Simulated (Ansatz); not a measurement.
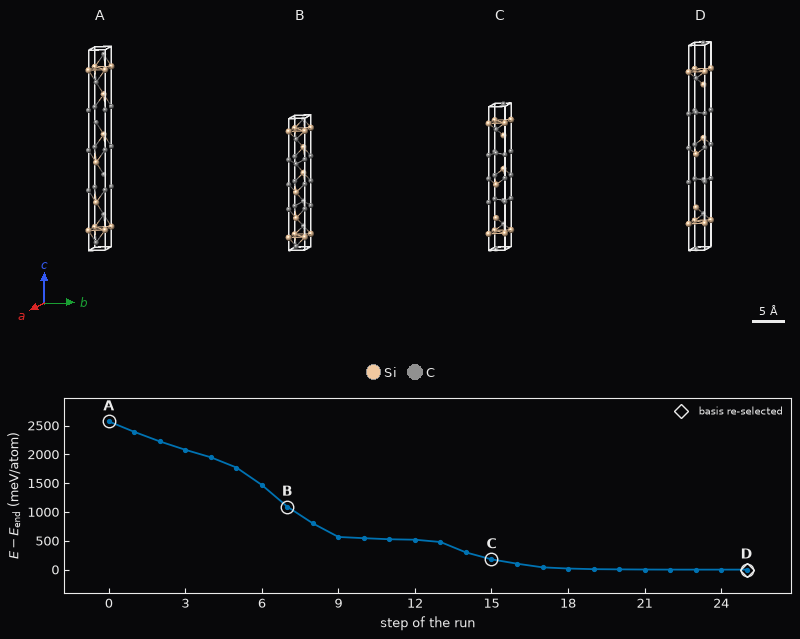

Frames of a relaxation of solid Si2C3 (a generated structure, set up in R-3m) (coarse preliminary run), marked on the history of the run. A ball-and-stick model of the conventional cell (3 times the calculation's cell), seen slightly off an axis. Lengths and directions refer to the drawn axes.

The calculation used Ansatz, DFT PBE, scalar-relativistic, plane waves, PAW. Settings: plane-wave cutoff 420 eV; k-point mesh 6 × 6 × 6; occupations gaussian; smearing width 0.1 eV; no spin polarisation; cell and atoms relaxed; force threshold 0.04 eV/Å; at most 70 steps.

### Describe the path.

After 24 accepted moves (25 points after the start) the energy has fallen by 2571 meV per atom. The largest force component goes from 0.025 to 0.011 eV/Å. The pressure goes from −19.64 to −0.02 GPa. The SCF was repeated once at an unchanged geometry on a basis and grid sized afresh for the cell, which shifted the energy by 0.4 meV per atom at most. The largest moves relative to the cell, 1.12 Å, are those of C atoms. Largest moves by element: C 1.12 Å, Si 1.01 Å. Cell: a = b 2.690 → 2.619 Å (−2.7 %), c 32.948 → 33.708 Å (+2.3 %). Volume −3.1 %. Among the contacts that change: C–Si 2.690 → 4.632 Å, Si–Si 4.660 → 2.904 Å, C–C 2.690 → 1.512 Å, C–Si 2.690 → 1.955 Å. New bonds form, among them: C–C (2.69 → 1.51 Å). The space group stays R-3m (No. 166). From step 0 to 7: C atoms move most (0.26 Å), volume −38.3 %, energy −1480 meV per atom. From step 7 to 15: C atoms move most (0.56 Å), volume +11.7 %, energy −913 meV per atom. From step 15 to 25: Si atoms move most (0.46 Å), volume +40.7 %, energy −178 meV per atom.
